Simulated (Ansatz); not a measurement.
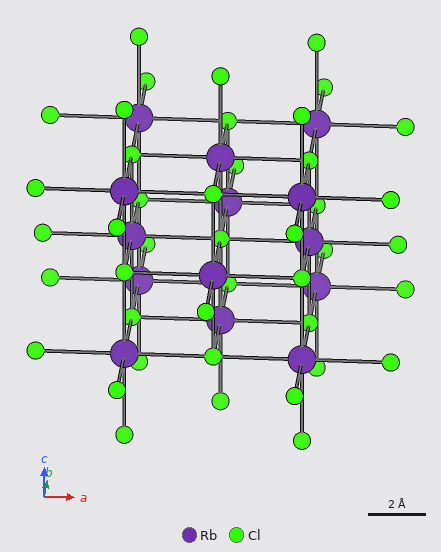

This is a symmetric starting cell of RbCl (made from another compound by putting Rb in place of Na). Style: ball-and-stick. Shown: the conventional cell (4 times the calculation's cell), from a free direction. Lengths and directions refer to the drawn axes.

Method: Ansatz 0.2.0, DFT PBE, scalar-relativistic, plane waves, PAW. Settings: plane-wave cutoff 420 eV; k-point mesh 6 × 6 × 6; occupations gaussian; smearing width 0.02 eV; no spin polarisation.

Change: All lengths are scaled by −1.3 % (volume −3.8 %), the atoms keeping their fractional coordinates. No relaxation follows. The starting cell wasn't computed here and needn't be at equilibrium, so pressure and forces aren't due to the change alone.

Input
```yaml
crystal:
  lattice:
    - [0.0, 3.1333722452, 3.1333722452]
    - [3.1333722452, 0.0, 3.1333722452]
    - [3.1333722452, 3.1333722452, 0.0]
  atoms:
    - { symbol: Rb, position: [0.0, 0.0, 0.0] }
    - { symbol: Cl, position: [0.5, 0.5, 0.5] }
basis:
  ecutwfc: 420
kpoints:
  mp_grid: { grid: [6, 6, 6] }
hamiltonian:
  xc: pbe
scf:
  occupations: { method: gaussian, width: 0.02 }
output:
  forces: true
  stress: true
  eigenvalues: true
  populations: true
```

Launched with:
```bash
ansatz run input.yaml --threads 1 --pin off --max-ram 1331MiB --backend cpu --events-out ev --progress --plain --runs-dir out
```

What does the calculation give for the changed structure?

Answer. The pressure is 4.7 GPa (not all of it need come from the change, since the unchanged cell can be under pressure at this level too). All forces vanish by symmetry. Among the bonded contacts that change: Cl–Rb 3.174 → 3.133 Å. The space group stays Fm-3m (No. 225).
